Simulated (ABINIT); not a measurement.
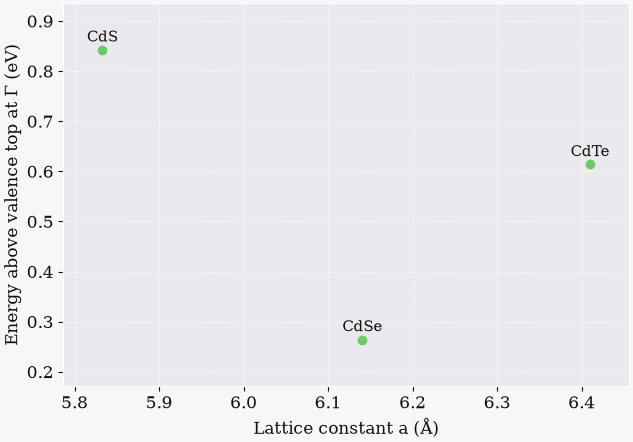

Lowest conduction level at Γ, counted from the valence-band top at Γ, for three zincblende crystals against the lattice constant, each in its database cell. All by ABINIT with LDA, without spin-orbit coupling, no moments; potentials: JTH PAW LDA v2.0.

**How does the value at Γ change from S to Te?**

CdS 0.84, CdSe 0.26 and CdTe 0.61 eV: it doesn't move in one direction down the group.

```
compound  a (Å)    k mesh  Γ (eV)
     CdS  5.833  10×10×10    0.84
    CdSe  6.141  10×10×10    0.26
    CdTe  6.410     9×9×9    0.61
```

LDA, GGA and most meta-GGA functionals understate gaps. Spin-orbit coupling is left out, which matters for Te and Se. The usual form of CdS is wurtzite, though both occur. The usual form of CdSe is wurtzite, though both occur. The cells are as the databases list them, so they lie at different pressures for this functional.
